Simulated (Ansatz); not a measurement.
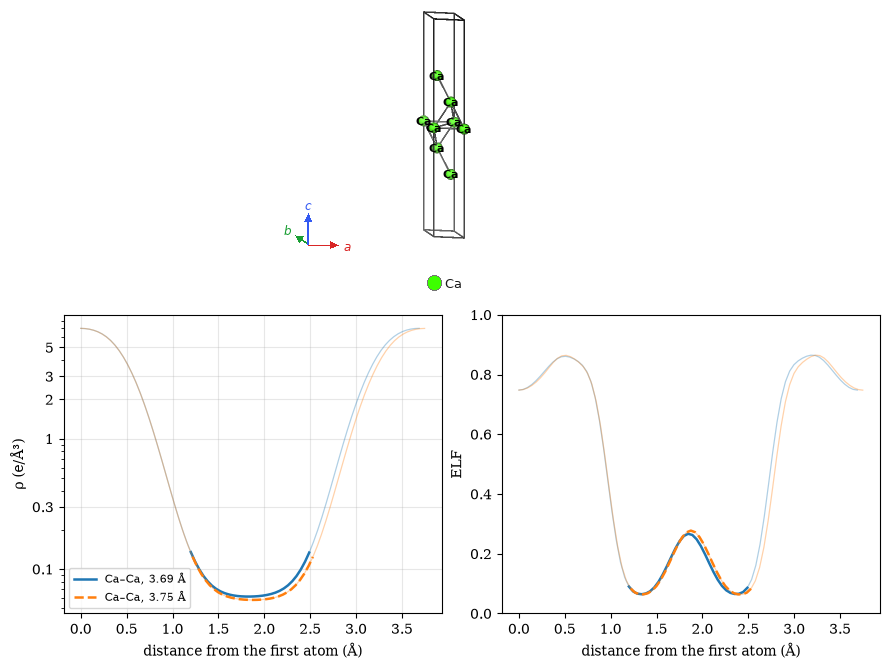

The picture shows: Ca (slab). Valence charge density (pseudo) and ELF along straight lines between neighbouring atoms. Thin, pale parts lie inside the atomic spheres. The structure is drawn too.

Theory: Ansatz 0.2.0, DFT LDA, scalar-relativistic, plane waves, PAW.

In a PAW calculation such maps are meaningful between the atoms, not at the nuclei.

```
Ca
1.0
     3.77507    0.00000    0.00000
    -1.88754    3.26931    0.00000
     0.00000    0.00000   27.32934
Ca
5
Direct
  0.66667 0.33333 0.27966
  0.33333 0.66667 0.38850
  0.00000 0.00000 0.50000
  0.66667 0.33333 0.61150
  0.33333 0.66667 0.72034
```

**What can be read from the curves?**

Ca–Ca (3.69 Å): the density is about 0.06 e/Å³ at the midpoint; the ELF is about 0.25 at the midpoint; no shared electron pair shows on this line.
Ca–Ca (3.75 Å): ρ at the midpoint is about 0.06 e/Å³; the ELF is about 0.30 at the midpoint; no localised pair shows between them.
